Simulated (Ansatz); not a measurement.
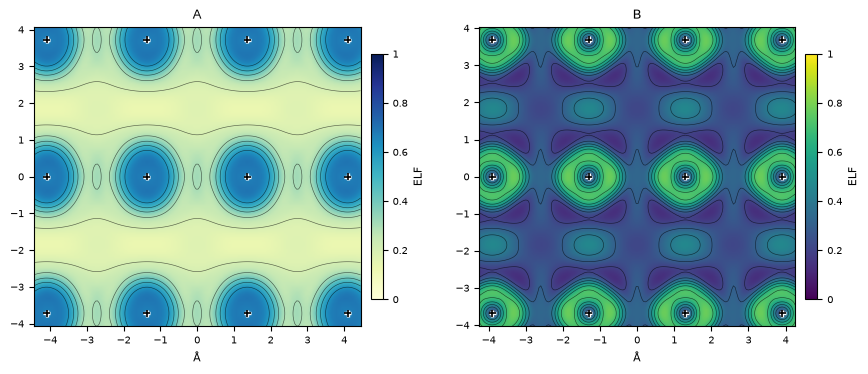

The ELF of 2 systems, each on a plane through atoms (crosses mark nuclei in the plane).

The calculation used DFT, PBE, plane waves (420 eV) with PAW, scalar-relativistic in Ansatz.

System 1: Pt, the (010) plane of the conventional cell. Space group Cmcm; set up as Pt, beta-Sn type; a generated structure, not necessarily the stable one; the program warned that a starting moment wasn't kept; spin-polarised, but the moments vanished.

System 2: Mo, the (101) plane of the conventional cell. Space group Pm-3m; set up as Mo, simple cubic; a generated structure, not necessarily the stable one; computed without spin polarisation.

```xyz
1
Lattice="2.6039 0.0000 0.0000 0.0000 2.6039 0.0000 0.0000 0.0000 2.6039" Properties=species:S:1:pos:R:3 pbc="T T T"
Mo    0.0000    0.0000    0.0000
```

Which map belongs to which system?

Panel A is system 1, Pt: the plane holds Pt. Pt–Pt (2.73 Å): the ELF is about 0.30 at the midpoint (no localised pair shows between them). Panel B is system 2, Mo: the plane holds Mo. Mo–Mo (2.60 Å): the ELF is about 0.35 at the midpoint.
